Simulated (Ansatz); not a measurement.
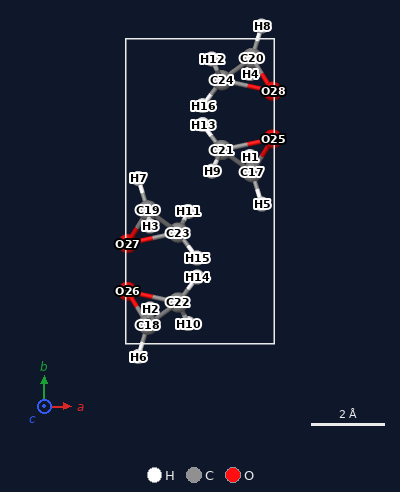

Fig. 1: The structure of run 1 (ball-and-stick view of the cell of the calculation, along the c axis; atoms are numbered from 1 in the order of the input). Near neighbours in the crystal (not all of them lie inside the picture): H has 1 C at 0.93 to 0.98 Å; C has 1 C at 1.44 Å, 2 H at 0.93 to 0.98 Å and 1 O at 1.43 Å; O has 2 C at 1.43 Å.

## C$_{2}$H$_{4}$O: a changed input and its effect

System: C$_{2}$H$_{4}$O (P2₁/c, 28 atoms in the cell).
Method of run 1: DFT PBE+D3(BJ), scalar-relativistic, plane waves, PAW, no spin polarisation (Ansatz 0.2.0).

The structure derives from an entry of the Crystallography Open Database. Text and figures count atoms from 1; the logs count them from 0 in places.

**Input, run 1**
```yaml
crystal:
  lattice:
    - [4.645, 0.0, 0.0]
    - [0.0, 8.407, 0.0]
    - [-3.487808544, 0.0, 6.5627588661]
  atoms:
    - { symbol: H, position: [0.836, 0.614, 0.586] }
    - { symbol: H, position: [0.164, 0.114, 0.914] }
    - { symbol: H, position: [0.164, 0.386, 0.414] }
    - { symbol: H, position: [0.836, 0.886, 0.086] }
    - { symbol: H, position: [0.915, 0.458, 0.746] }
    - { symbol: H, position: [0.085, 0.958, 0.754] }
    - { symbol: H, position: [0.085, 0.542, 0.254] }
    - { symbol: H, position: [0.915, 0.042, 0.246] }
    - { symbol: H, position: [0.58, 0.566, 0.86] }
    - { symbol: H, position: [0.42, 0.066, 0.64] }
    - { symbol: H, position: [0.42, 0.434, 0.14] }
    - { symbol: H, position: [0.58, 0.934, 0.36] }
    - { symbol: H, position: [0.519, 0.719, 0.699] }
    - { symbol: H, position: [0.481, 0.219, 0.801] }
    - { symbol: H, position: [0.481, 0.281, 0.301] }
    - { symbol: H, position: [0.519, 0.781, 0.199] }
    - { symbol: C, position: [0.8502, 0.5627, 0.7058] }
    - { symbol: C, position: [0.1498, 0.0627, 0.7942] }
    - { symbol: C, position: [0.1498, 0.4373, 0.2942] }
    - { symbol: C, position: [0.8502, 0.9373, 0.2058] }
    - { symbol: C, position: [0.6464, 0.6354, 0.7804] }
    - { symbol: C, position: [0.3536, 0.1354, 0.7196] }
    - { symbol: C, position: [0.3536, 0.3646, 0.2196] }
    - { symbol: C, position: [0.6464, 0.8646, 0.2804] }
    - { symbol: O, position: [0.9878, 0.6717, 0.8721] }
    - { symbol: O, position: [0.0122, 0.1717, 0.6279] }
    - { symbol: O, position: [0.0122, 0.3283, 0.1279] }
    - { symbol: O, position: [0.9878, 0.8283, 0.3721] }
basis:
  ecutwfc: 420
kpoints:
  mp_grid: { grid: [6, 4, 4] }
hamiltonian:
  xc: pbe
  dispersion: d3bj
scf:
  occupations: { method: gaussian, width: 0.1 }
output:
  forces: true
  stress: true
  eigenvalues: true
relax:
  adjacent_minimum: "off"
  f_tol: 0.05
  max_steps: 80
  cell: { stress_tol: 0.5 }
```

Command:
```bash
ansatz run input.yaml --threads 8 --pin off --max-ram 22528MiB --backend cpu --events-out ev --progress --plain --runs-dir out
```

Hardware: 8 threads of Arm Neoverse V1, 24 GiB of memory available, shared host.

**Output, shortened to warnings, some set-up lines, iterations and results (run 1)**
```
Basis set: ecut = 420 eV, 5007 PW (Γ), exchange–correlation on 64×120×100 points (8 copies of the dense FFT grid, shifted against one another)
Symmetry: 4 space group operations
k-points: 42 of 96
Initial density: superposition of atomic densities (neutral atoms: chi_scale 0, normalization atom), corrected by the library's trained network
[...]
SCF iter   1: F=—  HF=-4520.322432 eV  |F-HF|=—  |Δ(HF+E_count)|=         —  Δρ=9.40e-3  dr2=9.59e-2  ethr=1.77e-3  ⟨swp⟩=5.9  Hψ=12429  notcnv=0  defer=270
SCF iter   2: F=—  HF=-4520.301162 eV  |F-HF|=—  |Δ(HF+E_count)|=   2.13e-2  Δρ=4.43e-3  dr2=2.33e-2  ethr=1.33e-4  ⟨swp⟩=1.1  Hψ=3291  notcnv=0  defer=326
SCF iter   3: F=—  HF=-4520.297811 eV  |F-HF|=—  |Δ(HF+E_count)|=   3.35e-3  Δρ=1.28e-3  dr2=3.49e-3  ethr=3.23e-5  ⟨swp⟩=2.9  Hψ=3321  notcnv=0  defer=326
SCF iter   4: F=—  HF=-4520.297325 eV  |F-HF|=—  |Δ(HF+E_count)|=   4.86e-4  Δρ=3.25e-4  dr2=2.63e-4  ethr=4.84e-6  ⟨swp⟩=2.0  Hψ=3283  notcnv=0  defer=326
SCF iter   5: F=—  HF=-4520.297463 eV  |F-HF|=—  |Δ(HF+E_count)|=   1.38e-4  Δρ=1.22e-4  dr2=3.59e-5  ethr=3.65e-7  ⟨swp⟩=2.0  Hψ=2868  notcnv=0  defer=326
[... 49 lines ...]
SCF iter   2: F=—  HF=-4527.799752 eV  |F-HF|=—  |Δ(HF+E_count)|=   7.44e-4  Δρ=5.97e-5  dr2=5.15e-7  ethr=3.02e-9  ⟨swp⟩=2.0  Hψ=4125  notcnv=0
SCF iter   3: F=—  HF=-4527.800043 eV  |F-HF|=—  |Δ(HF+E_count)|=   2.91e-4  Δρ=1.72e-5  dr2=1.56e-7  ethr=7.16e-10  ⟨swp⟩=2.0  Hψ=4032  notcnv=0
SCF iter   4: F=-4527.800063 eV  HF=-4527.800063 eV  |F-HF|=4.89e-8  |Δ(HF+E_count)|=   2.01e-5  Δρ=1.13e-6  dr2=1.66e-9  ethr=3.89e-11  ⟨swp⟩=7.1  Hψ=11896  notcnv=0
SCF 7 converged in 4 iterations: F = -4527.800063 eV  dr2 = 1.66e-9
relax step   7: F+E_penalty+E_count = -4527.80006304 eV  Δ(F+E_penalty+E_count) = -5.671e-4 eV  max|allowed force component| = 4.969e-2 eV/Å  Δτ_max = 0.0000 Å  P = -0.255 …
basis re-selected at this cell: Δ(F+E_penalty+E_count) = -5.671e-4 eV, ΔP = -0.076 GPa vs the last step (what re-selecting the basis moved, of the pressure what is left beyond the Pulay correction that the steps carried, after the strain that the cell walked since its last selection, with what the …
SCF converged after 4 iterations
Free energy (F): -4527.800063 eV
Harris-Foulkes:  -4527.800063 eV  (|F-HF|=4.89e-8)
Internal energy: -4527.800063 eV  (E = F + TS)
E sigma→0 (E₀):  -4527.800063 eV
Fermi energy:    2.101527 eV
--- Per-component energies (eV) ---
  E_band       = -538.835957
  E_kinetic    = 1645.413014
  E_local      = -4457.660505  (includes V_loc(G=0)·N_el)
  E_nonlocal   = 435.644824
  E_hartree    = 1538.832205
  E_xc         = -820.319503
  E_vxc        = -1033.319074  (∫ρ·V_xc dr)
  E_paw        = -1434.370029  (= ΣΔE_a)
  E_vpaw       = -206.565937  (= ΣTr[D̂ρ^β])
  E_aug_tail   = -0.012057  (compensation charges beyond the density's cutoff)
  E_ewald      = -1433.948848
  E_disp       = -1.379164  (pairwise vdW)
  E_smearing   = -0.000000  (= −TS)
  E_closure    = 0.000000  (closes the sum)
  Σ components = -4527.800063   (vs F -4527.800063, Δ=0.00e0)
--- Forces (eV/Å), atoms counted from 1 ---
  atom   1  H     -0.00482250    -0.02321032     0.02345096
  atom   2  H      0.00482250    -0.02321032    -0.02345096
  atom   3  H      0.00482250     0.02321032    -0.02345096
  atom   4  H     -0.00482250     0.02321032     0.02345096
  atom   5  H      0.00298230     0.01721458    -0.01168038
  atom   6  H     -0.00298230     0.01721458     0.01168038
  atom   7  H     -0.00298230    -0.01721458     0.01168038
  atom   8  H      0.00298230    -0.01721458    -0.01168038
  atom   9  H     -0.00386293     0.01041807    -0.00444295
  atom  10  H      0.00386293     0.01041807     0.00444295
  atom  11  H      0.00386293    -0.01041807     0.00444295
  atom  12  H     -0.00386293    -0.01041807    -0.00444295
  atom  13  H      0.00831314    -0.03641958     0.02765674
  atom  14  H     -0.00831314    -0.03641958    -0.02765674
  atom  15  H     -0.00831314     0.03641958    -0.02765674
  atom  16  H      0.00831314     0.03641958     0.02765674
  atom  17  C     -0.04382549     0.04968843     0.02332164
  atom  18  C      0.04382549     0.04968843    -0.02332164
[...]
```

For run 2 the input was changed thus:
```diff
-  occupations: { method: gaussian, width: 0.1 }
+  occupations: { method: gaussian, width: 0.02 }
-  f_tol: 0.05
-  max_steps: 80
-  cell: { stress_tol: 0.5 }
+  f_tol: 0.01
+  max_steps: 40
```

What does this change do to the results?

The total energy of run 2 is 0.03 meV per atom lower, which comes with the changed settings and measures no stability. The pressure goes from −0.25 to −0.06 GPa. The largest force goes from 0.070 to 0.009 eV/Å. The SCF takes 46 iterations over all geometry steps against 45.

**Output, shortened to warnings, some set-up lines, iterations and results (run 2)**
```
Warning: output.stress: scf.convergence.dr2_threshold = 1e-7 eV (the SCF's general default) is looser than the 2.8e-9 eV advised for a printed stress (1e-10 eV for each atom of the cell: 28). What an SCF threshold leaves in a stress goes as its square root, and in the free energy as the threshold itself, and one threshold admits the most on a small cell: of the crystals measured, under no hybrid …
Basis set: ecut = 420 eV, 5007 PW (Γ), exchange–correlation on 64×120×100 points (8 copies of the dense FFT grid, shifted against one another)
Symmetry: 4 space group operations
k-points: 42 of 96
Initial density: superposition of atomic densities (neutral atoms: chi_scale 0, normalization atom), corrected by the library's trained network
[...]
SCF iter   1: F=—  HF=-4520.322492 eV  |F-HF|=—  |Δ(HF+E_count)|=         —  Δρ=9.41e-3  dr2=9.61e-2  ethr=1.77e-3  ⟨swp⟩=6.0  Hψ=12497  notcnv=0  defer=263
SCF iter   2: F=—  HF=-4520.301077 eV  |F-HF|=—  |Δ(HF+E_count)|=   2.14e-2  Δρ=4.43e-3  dr2=2.33e-2  ethr=1.34e-4  ⟨swp⟩=2.4  Hψ=3726  notcnv=0  defer=913
SCF iter   3: F=—  HF=-4520.297828 eV  |F-HF|=—  |Δ(HF+E_count)|=   3.25e-3  Δρ=1.31e-3  dr2=3.60e-3  ethr=3.24e-5  ⟨swp⟩=2.9  Hψ=3472  notcnv=0  defer=913
SCF iter   4: F=—  HF=-4520.297320 eV  |F-HF|=—  |Δ(HF+E_count)|=   5.08e-4  Δρ=3.26e-4  dr2=2.63e-4  ethr=5.00e-6  ⟨swp⟩=2.0  Hψ=3541  notcnv=0  defer=913
SCF iter   5: F=—  HF=-4520.297375 eV  |F-HF|=—  |Δ(HF+E_count)|=   5.48e-5  Δρ=1.18e-4  dr2=3.32e-5  ethr=3.65e-7  ⟨swp⟩=2.0  Hψ=2903  notcnv=0  defer=913
[... 52 lines ...]
relax step   7: F+E_penalty+E_count = -4527.80102630 eV  Δ(F+E_penalty+E_count) = -2.076e-4 eV  max|allowed force component| = 8.805e-3 eV/Å  Δτ_max = 0.0094 Å  (6 SCF iters, …
SCF iter   1: F=—  HF=-4527.801065 eV  |F-HF|=—  |Δ(HF+E_count)|=         —  Δρ=5.91e-6  dr2=5.87e-8  ethr=8.14e-11  ⟨swp⟩=1.0  Hψ=6552  notcnv=0
SCF iter   2: F=-4527.801026 eV  HF=-4527.801026 eV  |F-HF|=1.72e-8  |Δ(HF+E_count)|=   3.89e-5  Δρ=3.19e-6  dr2=1.75e-8  ethr=8.14e-11  ⟨swp⟩=5.0  Hψ=8961  notcnv=0
SCF 8 converged in 2 iterations: F = -4527.801026 eV  dr2 = 1.75e-8
relax step   8: F+E_penalty+E_count = -4527.80102631 eV  Δ(F+E_penalty+E_count) = -9.394e-9 eV  max|allowed force component| = 8.768e-3 eV/Å  Δτ_max = 0.0000 Å  (2 SCF iters, …
SCF converged after 2 iterations
Free energy (F): -4527.801026 eV
Harris-Foulkes:  -4527.801026 eV  (|F-HF|=1.72e-8)
Internal energy: -4527.801026 eV  (E = F + TS)
E sigma→0 (E₀):  -4527.801026 eV
Fermi energy:    2.102856 eV
--- Per-component energies (eV) ---
  E_band       = -539.279876
  E_kinetic    = 1646.111304
  E_local      = -4457.948722  (includes V_loc(G=0)·N_el)
  E_nonlocal   = 435.779808
  E_hartree    = 1538.490804
  E_xc         = -820.488373
  E_vxc        = -1033.535864  (∫ρ·V_xc dr)
  E_paw        = -1434.444067  (= ΣΔE_a)
  E_vpaw       = -206.657629  (= ΣTr[D̂ρ^β])
  E_aug_tail   = -0.012080  (compensation charges beyond the density's cutoff)
  E_ewald      = -1433.909927
  E_disp       = -1.379772  (pairwise vdW)
  E_smearing   = -0.000000  (= −TS)
  E_closure    = 0.000000  (closes the sum)
  Σ components = -4527.801026   (vs F -4527.801026, Δ=0.00e0)
--- Forces (eV/Å), atoms counted from 1 ---
  atom   1  H     -0.00040528    -0.00050967    -0.00220763
  atom   2  H      0.00040528    -0.00050967     0.00220763
  atom   3  H      0.00040528     0.00050967     0.00220763
  atom   4  H     -0.00040528     0.00050967    -0.00220763
  atom   5  H     -0.00090616    -0.00193603     0.00039303
  atom   6  H      0.00090616    -0.00193603    -0.00039303
  atom   7  H      0.00090616     0.00193603    -0.00039303
  atom   8  H     -0.00090616     0.00193603     0.00039303
  atom   9  H     -0.00275493     0.00007738     0.00183762
  atom  10  H      0.00275493     0.00007738    -0.00183762
  atom  11  H      0.00275493    -0.00007738    -0.00183762
  atom  12  H     -0.00275493    -0.00007738     0.00183762
  atom  13  H     -0.00219336     0.00166168    -0.00201716
  atom  14  H      0.00219336     0.00166168     0.00201716
  atom  15  H      0.00219336    -0.00166168     0.00201716
  atom  16  H     -0.00219336    -0.00166168    -0.00201716
  atom  17  C      0.00876796     0.00138993    -0.00143024
  atom  18  C     -0.00876796     0.00138993     0.00143024
  atom  19  C     -0.00876796    -0.00138993     0.00143024
  atom  20  C      0.00876796    -0.00138993    -0.00143024
  atom  21  C     -0.00281571    -0.00041133     0.00363231
  atom  22  C      0.00281571    -0.00041133    -0.00363231
  atom  23  C      0.00281571     0.00041133    -0.00363231
  atom  24  C     -0.00281571     0.00041133     0.00363231
  atom  25  O     -0.00048857    -0.00277200     0.00040612
  atom  26  O      0.00048857    -0.00277200    -0.00040612
  atom  27  O      0.00048857     0.00277200    -0.00040612
  atom  28  O     -0.00048857     0.00277200     0.00040612
  max |Σ_I F_I| component: 1.36e-18 eV/Å
--- Stress (GPa, compression-positive) ---
        0.013187       0.000000      -0.013598
[...]
```

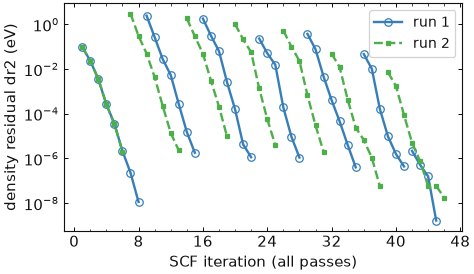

Fig. 2: Convergence of the two runs: density residual dr2 against the SCF iteration. A break in a curve parts two SCF passes. Run 1 takes 45 iterations in all, and run 2 takes 46.

**The two runs side by side**

| quantity | run 1 | run 2 |
| --- | --- | --- |
| outcome | converged | converged |
| free energy per atom (eV) | −161.7071 | −161.7072 |
| gap on the mesh (eV) | 5.45 | 5.46 |
| pressure (GPa) | −0.25 | −0.06 |
| volume per atom (Å³) | 9.16 | 9.15 |
| largest force (eV/Å) | 0.070 | 0.009 |
| SCF iterations | 45 | 46 |
| irreducible k-points | 42 | 42 |
| wall time (shared host) | 48 s | 47 s |

For run 2: Warnings: the SCF threshold is looser than advised for the printed stress.
